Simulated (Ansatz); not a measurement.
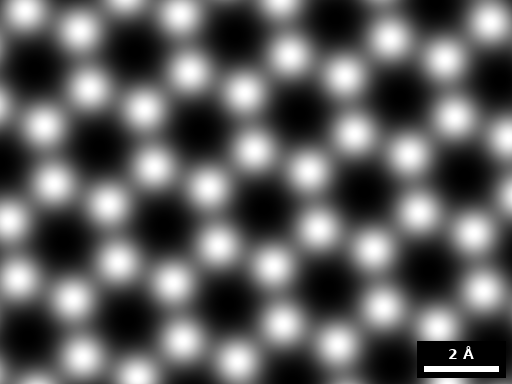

Z-contrast image of W (P6_3/mmc, No. 194). The image is simulated as a sum over atoms of Z^1.8, blurred by a 1.08 Å probe (no channelling). The probe carries 25 % of its weight in a tail 2.5 times as wide. Model: coordinates from a relaxation with Ansatz 0.2.0, DFT, PBE, plane waves (420 eV) with PAW, scalar-relativistic; the starting structure was generated, so it need not be a known form of this composition.

```xyz
2
Lattice="2.7775 0.0000 0.0000 -1.3887 2.4054 0.0000 0.0000 0.0000 4.9482" Properties=species:S:1:pos:R:3 pbc="T T T"
W     0.0000    1.6036    1.2371
W     1.3887    0.8018    3.7112
```

Question: Along which zone axis is the crystal seen: [100], [101], [001] or [210]? (Directions equivalent by symmetry count as one.)

Answer: [001]. The projected cells are 2.41 × 4.95 Å, 90° for [100]; 2.42 × 2.69 Å, 117° for [101]; 2.78 × 2.78 Å, 120° for [001]; 1.39 × 2.47 Å, 90° for [210], and the image repeats as the [001] one does.
